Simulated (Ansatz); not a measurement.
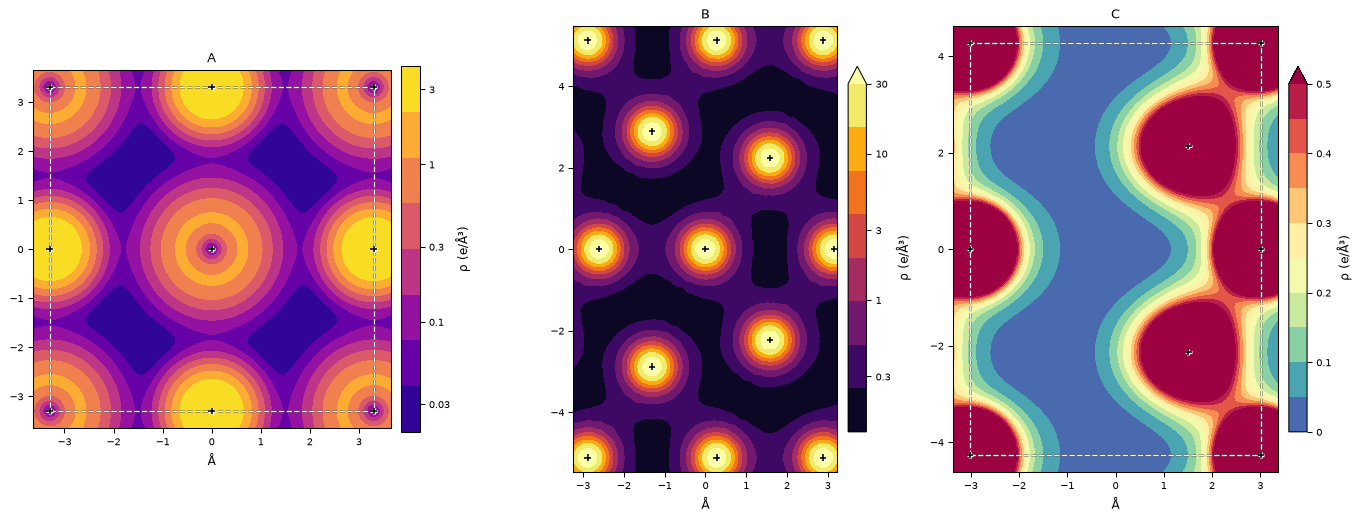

The valence electron density of 3 systems, each on a plane through atoms (crosses mark nuclei in the plane).

These are results of Ansatz 0.2.0, Kohn-Sham DFT of a periodic cell, HSE06 form with a typed share of exact exchange, Ansatz PAW, not measurements.

System 1: KBr, the (001) plane of the conventional cell. Space group Fm-3m.

System 2: InAs, the (101) plane of the conventional cell. Space group F-43m; computed pressure about 2 GPa in this cell.

System 3: Ge, the (100) plane of the conventional cell. Space group Fmmm; a structure from a database of computed crystals, not necessarily the ambient phase; computed pressure about −3 GPa in this cell.

```xyz
16
Lattice="5.2610 0.0000 0.0000 0.0000 5.7715 0.0000 0.0000 0.0000 10.2313" Properties=species:S:1:pos:R:3 pbc="T T T"
Ge    2.6305    1.3072    0.0000
Ge    0.0000    4.1929    0.0000
Ge    0.0000    1.3072    5.1157
Ge    2.6305    4.1929    5.1157
Ge    0.0000    1.5786    0.0000
Ge    2.6305    4.4643    0.0000
Ge    2.6305    1.5786    5.1157
Ge    0.0000    4.4643    5.1157
Ge    0.0000    0.0000    2.2318
Ge    2.6305    2.8857    2.2318
Ge    2.6305    0.0000    7.3474
Ge    0.0000    2.8857    7.3474
Ge    2.6305    0.0000    2.8839
Ge    0.0000    2.8857    2.8839
Ge    0.0000    0.0000    7.9996
Ge    2.6305    2.8857    7.9996
```

Which map belongs to which system?

Panel A is system 1, KBr: the plane holds Br and K. K–Br (3.30 Å): ρ is about 0.09 e/Å³ halfway, with its minimum of 0.07 e/Å³ about 1.5 Å from K. Panel B is system 3, Ge: the plane holds Ge. Ge–Ge (2.61 Å): ρ at the midpoint is about 0.37 e/Å³. Panel C is system 2, InAs: the plane holds In and As. In–As (2.61 Å): ρ is about 0.43 e/Å³ halfway.
